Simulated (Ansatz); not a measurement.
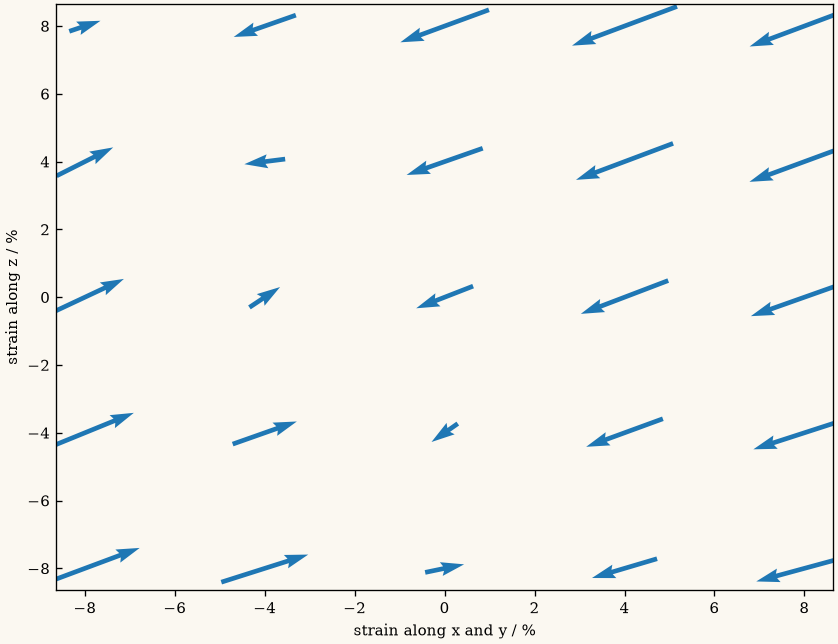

CoO (R-3m, No. 166; 2 atoms in the cell). 
- The cell is strained homogeneously, by one strain along x and y and another along z, with fractional coordinates fixed (x along [1 0 0], z along [0 0 1] of the conventional cell).
- First axis: strain along x and y. Second axis: strain along z.
- The scan uses a 5 × 5 grid.
- Points are written as (first, second).
- The reference cell is the one listed in the database, not relaxed at this level.
- Method: Ansatz, DFT PBEsol, scalar-relativistic, plane waves, PAW. Settings: cutoff 420 eV, k-mesh 18×18×18, gaussian smearing 0.15 eV, spin-polarised.

Drawn: arrows along the force (downhill), their lengths compressed.

The arrows alone are given. Where is the energy lowest?

The arrows converge at about (−7 %, 8 %) (read from the interpolated surface).

The energy map of the same scan:

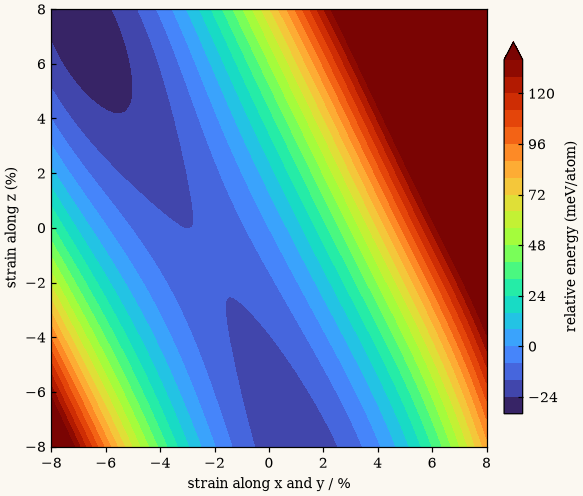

Energies are in meV/atom, from the unstrained cell; between grid points the surface is interpolated.
